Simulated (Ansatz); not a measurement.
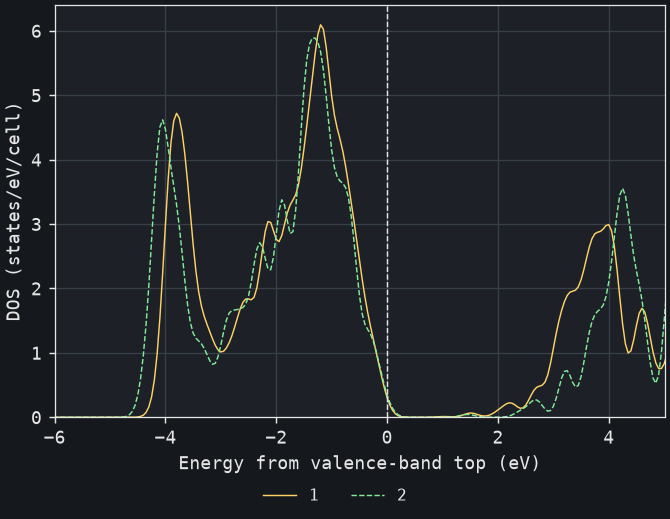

Total densities of states of CdSe, space group P6_3mc (No. 186), 4 atoms in the cell, wurtzite type, uniaxial (z) strain +2.0%, by two methods on the same cell. The curves are built from the levels of the k mesh with Gaussians 0.3 eV wide, which also blur the band edges. Each is counted from its own valence-band top.

Question: Which curve is which? The methods: r2SCAN, HSE06.

Answer: 1 is r2SCAN; 2 is HSE06. r2SCAN gives a gap of 1.02 eV and HSE06 gives a gap of 1.45 eV.

Settings. r2SCAN: DFT, r2SCAN, plane waves, PAW, no spin polarisation, 12×12×4 k mesh, 500 eV cutoff (Ansatz 0.2.0). HSE06: DFT, HSE06, plane waves, PAW, no spin polarisation, 6×6×4 k mesh, 420 eV cutoff (Ansatz 0.2.0).
